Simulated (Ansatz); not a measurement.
Single-point calculation of Ta$_{2}$N

Ta$_{2}$N (P-31m, 9 atoms in the cell), computed with DFT PBEsol, scalar-relativistic, plane waves, PAW, no spin polarisation (Ansatz 0.2.0).

The structure derives from a Materials Project entry. Figures and captions count atoms from 1; the log counts them from 0 in places.

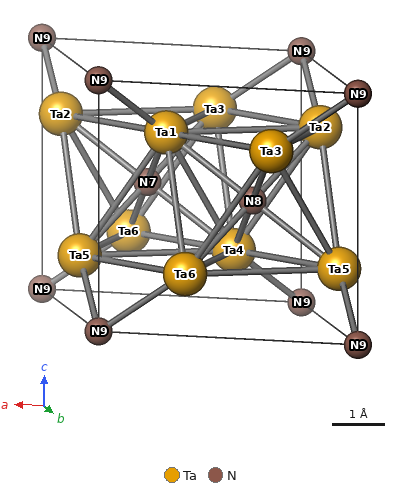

Figure 1. The input geometry (ball-and-stick view of the cell of the calculation, seen at an oblique angle; atoms are numbered from 1 in the order of the input). An atom can appear more than once, as a periodic image.

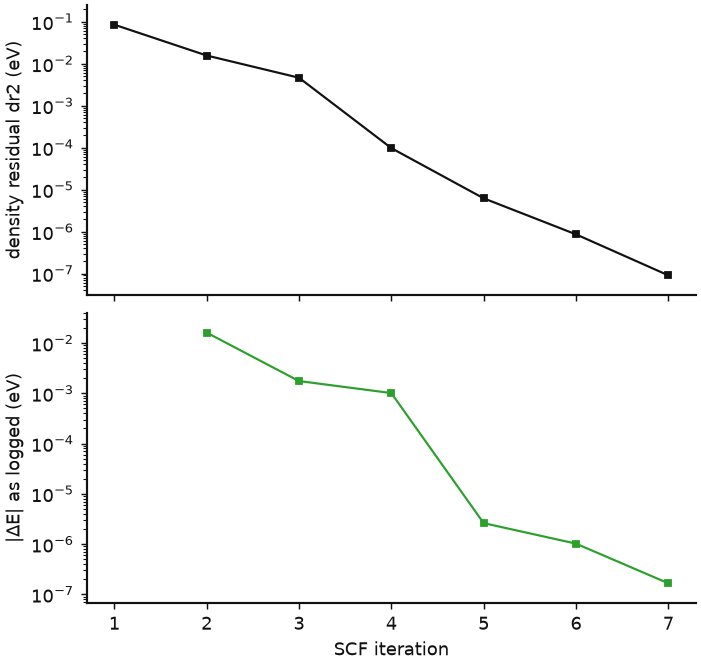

Figure 2. Convergence of the self-consistent field: density residual dr2 and size of the energy change against the SCF iteration. The residual falls at every step.

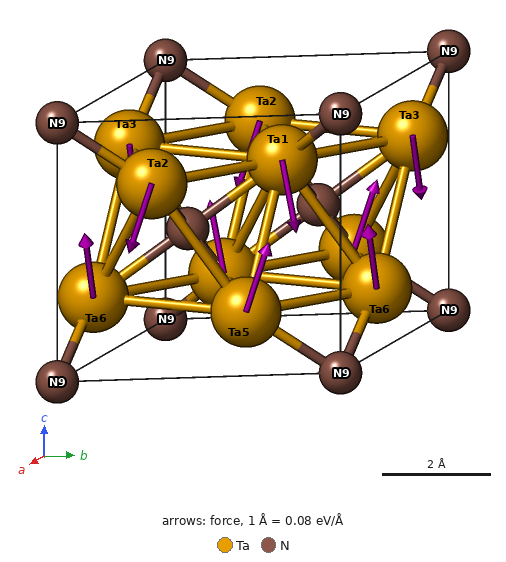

Figure 3. Forces on the atoms as pink arrows (ball-and-stick view of the cell of the calculation, seen slightly off an axis; atoms are numbered from 1 in the order of the input). The largest act on all 6 Ta atoms (0.11 eV/Å). The geometry is not a stationary point of this energy.

These pictures come from the run below.

Input
```yaml
crystal:
  lattice:
    - [5.2965720514, 0.0, 0.0]
    - [-2.6482860257, 4.5869659495, 0.0]
    - [0.0, 0.0, 4.9391825701]
  atoms:
    - { symbol: Ta, position: [0.66636167, 0.66636167, 0.75361826] }
    - { symbol: Ta, position: [0.0, 0.33363833, 0.75361826] }
    - { symbol: Ta, position: [0.33363833, 0.0, 0.75361826] }
    - { symbol: Ta, position: [0.33363833, 0.33363833, 0.24638174] }
    - { symbol: Ta, position: [0.0, 0.66636167, 0.24638174] }
    - { symbol: Ta, position: [0.66636167, 0.0, 0.24638174] }
    - { symbol: "N", position: [0.66666667, 0.33333333, 0.5] }
    - { symbol: "N", position: [0.33333333, 0.66666667, 0.5] }
    - { symbol: "N", position: [0.0, 0.0, 0.0] }
basis:
  ecutwfc: 420
kpoints:
  mp_grid: { grid: [6, 6, 4] }
hamiltonian:
  xc: pbesol
scf:
  occupations: { method: gaussian, width: 0.1 }
output:
  forces: true
  stress: true
  eigenvalues: true
```

Command:
```bash
ansatz run input.yaml --threads 2 --pin off --max-ram 5120MiB --backend cpu --events-out ev --progress --plain --runs-dir out
```

Log
```
Engine: ansatz 0.2.0, x86_64-unknown-linux-gnu
Pseudopotentials: kind: paw
Pseudopotential: Ta, paw, valence charge 13, recommended cutoff 420 eV (normal), Ta.paw.azcp
Pseudopotential: N, paw, valence charge 5, recommended cutoff 420 eV (normal), N.paw.azcp
Functional definition: PBEsol
  exchange = pbesol_x
  correlation = pbesol_c
Crystal: 9 atoms, lattice volume = 119.998 Å³
Basis set: ecut = 420 eV, 2351 PW (Γ), exchange–correlation on 72×72×72 points (8 copies of the dense FFT grid, shifted against one another)
Bands: 56, of which v1, the nominal top of the filled ones, is band 47 counted from 1 (46 counted from 0)
Symmetry: 12 space group operations
Space group: P-31m (ITA 162), of the structure as read, at distance tolerance 4.9e-5 Å
k-points: 24 of 144
Non-local potential: Ta, projectors of the file, l = 0: 3, l = 1: 2, l = 2: 2, l = 3: 1
Non-local potential: N, projectors of the file, l = 0: 2, l = 1: 2, l = 2: 1
PAW form: soft (Blöchl's): semilocal exchange-correlation on the pseudo side does not see the compensation charge
PAW frozen core: Ta, regenerated for the run's functional, and the local potential with it (the file was generated under x = pbe(κ = 0.804, μ = 0.2195149727645171), c = pbe(β = 0.06672455060314922))
PAW frozen core: N, regenerated for the run's functional, and the local potential with it (the file was generated under x = pbe(κ = 0.804, μ = 0.2195149727645171), c = pbe(β = 0.06672455060314922))
PAW one-centre angular grid: Ta, 590 points (default); XC on 64 Gauss nodes
PAW one-centre angular grid: N, 110 points (default); XC on 64 Gauss nodes
Initial density: superposition of atomic densities (neutral atoms: chi_scale 0, normalization atom), corrected by the library's trained network
Initial wavefunctions: pseudopotential atomic-orbital guess
Functional: x = pbesol(κ = 0.804, μ = 0.12345679012345678), c = pbesol(β = 0.046)
SCF iter   1: F=—  HF=-59983.960194 eV  |F-HF|=—  |Δ(HF+E_count)|=         —  Δρ=9.25e-3  dr2=8.52e-2  ethr=1.77e-3  ⟨swp⟩=6.2  Hψ=5313  notcnv=0
preconditioner: auto → Kerker (q_TF=auto, 2.615 Å⁻¹)  [metal: Δε(μ)=0.025 eV  Ē_g=7.878 eV  σ=0.100 eV  W_gap=0.14  n_scr=28 (ndim 8)  ℏωp=22.7 eV  f_vac=0.000  D(μ)=2.30/eV (n_scr^D=8)]
SCF iter   2: F=—  HF=-59983.944072 eV  |F-HF|=—  |Δ(HF+E_count)|=   1.61e-2  Δρ=3.81e-3  dr2=1.57e-2  ethr=9.16e-5  ⟨swp⟩=2.0  Hψ=1945  notcnv=0
SCF iter   3: F=—  HF=-59983.942326 eV  |F-HF|=—  |Δ(HF+E_count)|=   1.75e-3  Δρ=1.83e-3  dr2=4.64e-3  ethr=1.69e-5  ⟨swp⟩=1.0  Hψ=1280  notcnv=0
SCF iter   4: F=—  HF=-59983.941314 eV  |F-HF|=—  |Δ(HF+E_count)|=   1.01e-3  Δρ=2.57e-4  dr2=9.76e-5  ethr=4.99e-6  ⟨swp⟩=2.0  Hψ=1534  notcnv=0
SCF iter   5: F=—  HF=-59983.941316 eV  |F-HF|=—  |Δ(HF+E_count)|=   2.61e-6  Δρ=7.78e-5  dr2=6.21e-6  ethr=1.05e-7  ⟨swp⟩=2.0  Hψ=1796  notcnv=0
SCF iter   6: F=—  HF=-59983.941315 eV  |F-HF|=—  |Δ(HF+E_count)|=   1.02e-6  Δρ=2.61e-5  dr2=8.60e-7  ethr=6.68e-9  ⟨swp⟩=2.0  Hψ=1815  notcnv=0
SCF iter   7: F=-59983.941315 eV  HF=-59983.941315 eV  |F-HF|=5.99e-8  |Δ(HF+E_count)|=   1.66e-7  Δρ=7.70e-6  dr2=9.07e-8  ethr=1.08e-10  ⟨swp⟩=10.0  Hψ=5780  notcnv=0
SCF 1 converged in 7 iterations: F = -59983.941315 eV  dr2 = 9.07e-8
  greatest PAW one-centre occupation: 1.000 electrons in one spin orbital (limit 2), on the Ta atom at site 5 (counted from 0), in its partial waves of l = 0
SCF converged after 7 iterations
Free energy (F): -59983.941315 eV
Harris-Foulkes:  -59983.941315 eV  (|F-HF|=5.99e-8)
Internal energy: -59983.929947 eV  (E = F + TS)
E sigma→0 (E₀):  -59983.935631 eV
Entropy (-TS):   -0.011368 eV (-1.263 meV/atom)
Fermi energy:    19.658510 eV
--- Per-component energies (eV) ---
  E_band       = -515.320982
  E_kinetic    = 2596.058307
  E_local      = -3654.481682  (includes V_loc(G=0)·N_el)
  E_nonlocal   = 238.410333
  E_hartree    = 1256.012496
  E_xc         = -1484.720231
  E_vxc        = -1456.493842  (∫ρ·V_xc dr)
  E_paw        = -50003.844901  (= ΣΔE_a)
  E_vpaw       = -750.838238  (= ΣTr[D̂ρ^β])
  E_aug_tail   = 0.001213  (compensation charges beyond the density's cutoff)
  E_ewald      = -8932.731658
  E_core_change = 1.366175  (= ΣΔE_core)
  E_smearing   = -0.011368  (= −TS)
  E_closure    = -0.000000  (closes the sum)
  Σ components = -59983.941315   (vs F -59983.941315, Δ=0.00e0)
--- Forces (eV/Å), atoms counted from 1 ---
  atom   1  Ta     0.01728283     0.02993473    -0.10620170
  atom   2  Ta     0.01728283    -0.02993473    -0.10620170
  atom   3  Ta    -0.03456565    -0.00000000    -0.10620170
  atom   4  Ta    -0.01728283    -0.02993473     0.10620170
  atom   5  Ta    -0.01728283     0.02993473     0.10620170
  atom   6  Ta     0.03456565     0.00000000     0.10620170
  atom   7  N     -0.00000000     0.00000000    -0.00000000
  atom   8  N      0.00000000    -0.00000000     0.00000000
  atom   9  N      0.00000000     0.00000000     0.00000000
  max |Σ_I F_I| component: 5.55e-17 eV/Å
--- Stress (GPa, compression-positive) ---
       -5.206507      -0.000000      -0.000000
       -0.000000      -5.206507       0.000000
       -0.000000       0.000000      -5.614771
  P = ⅓ Tr σ = -5.3426 GPa (-53.426 kbar)
--- Band table (eV; the first three rows and the last of 24) ---
  k-point 0: bands = ["-48.6553", "-48.5801", "-48.5666", "-48.5666", "-48.5666", "-48.5666", "-15.9512", "-15.5659", "-15.4087", "-15.4087", "-15.3828", "-15.3828", "-15.3331", "-15.2576", "-15.2260", "-15.1359", "-15.1359", "-15.1038", "-15.1038", "-14.8516", "-14.8516", "-14.7477", "-14.7477", "-14.7019", "1.9846", "3.4127", "3.9984", "11.1448", "12.4934", "12.4934", "12.7484", "12.7484", "13.4212", "13.4212", "13.5276", "13.7310", "13.8315", "16.5483", "17.0459", "17.0459", "17.7323", "17.7323", "18.0629", "18.8893", "19.2182", "19.2182", "19.3440", "19.5845", "19.5845", "20.3969", "20.3969", "21.4331", "21.4331", "22.6285", "22.6286", "23.2577"]
  k-point 1: bands = ["-48.6445", "-48.5910", "-48.5674", "-48.5674", "-48.5659", "-48.5659", "-15.8348", "-15.5853", "-15.5853", "-15.5193", "-15.3408", "-15.3338", "-15.3338", "-15.2758", "-15.2646", "-15.1453", "-15.1453", "-14.9857", "-14.9857", "-14.8265", "-14.8265", "-14.8265", "-14.7428", "-14.7428", "2.2810", "3.4339", "3.7111", "11.3278", "11.6181", "11.6181", "12.9337", "13.1580", "13.1580", "13.4579", "13.8229", "13.8229", "15.0326", "16.8615", "17.2991", "17.2991", "17.7415", "17.7415", "17.8765", "18.4459", "18.6556", "18.6556", "19.1199", "20.1089", "20.1089", "21.1014", "21.1014", "21.3300", "21.3300", "21.4725", "22.7025", "22.7025"]
  k-point 2: bands = ["-48.6214", "-48.6143", "-48.5677", "-48.5677", "-48.5656", "-48.5656", "-15.6651", "-15.6651", "-15.5909", "-15.5437", "-15.4274", "-15.3896", "-15.3896", "-15.3708", "-15.0929", "-15.0768", "-15.0768", "-15.0620", "-14.9406", "-14.9406", "-14.8117", "-14.8117", "-14.7245", "-14.7245", "2.8990", "3.1021", "3.4553", "11.2269", "11.2269", "11.6005", "12.4843", "13.0354", "13.0354", "13.3913", "14.2802", "14.2802", "16.7536", "16.8229", "17.2710", "17.4433", "17.4433", "17.8437", "17.9563", "17.9563", "18.3065", "18.3065", "18.7594", "20.3436", "20.3436", "20.5481", "21.7348", "21.7348", "21.8224", "21.8224", "22.4562", "22.4562"]
  k-point 23: bands = ["-48.5996", "-48.5996", "-48.5983", "-48.5689", "-48.5680", "-48.5680", "-15.7320", "-15.7320", "-15.6292", "-15.4116", "-15.3479", "-15.3479", "-15.2921", "-15.2377", "-15.2377", "-15.0712", "-15.0678", "-15.0678", "-14.9415", "-14.9415", "-14.9321", "-14.7744", "-14.7712", "-14.7712", "3.1184", "3.1184", "3.1706", "11.4047", "11.8995", "11.8995", "12.9457", "12.9457", "13.4796", "13.5597", "13.5597", "13.8626", "15.4972", "16.2660", "16.2660", "16.4014", "16.9075", "16.9075", "18.0772", "18.1513", "18.1513", "18.9991", "18.9991", "20.1665", "21.0521", "21.7309", "21.7309", "22.1794", "22.2134", "22.2134", "22.8946", "22.8946"]
```

Key numbers

| quantity | value |
| --- | --- |
| outcome | converged |
| space group (tolerance 0.01 Å) | P-31m (162) |
| electrons treated | 93 |
| free energy | −59983.9413 eV |
| Fermi energy | 19.659 eV |
| gap on the k-point mesh | none (metallic) |
| pressure | −5.34 GPa |
| largest force (length of the vector) | 0.112 eV/Å |
| hardware | 2 threads of Oxide Virtual Turin-like (Zen 5), 32 GiB of memory available, shared host |
| wall time | 3.9 s (CPU time 7.2 s) |
| peak memory | 0.5 GiB |

Remarks

Spin–orbit coupling is left out, which matters for Ta. The cell holds an odd number of electrons but the run has no spin polarisation, so a band is left half filled. The cell is under a tension of 5.3 GPa at this level, so it is not at its equilibrium volume.
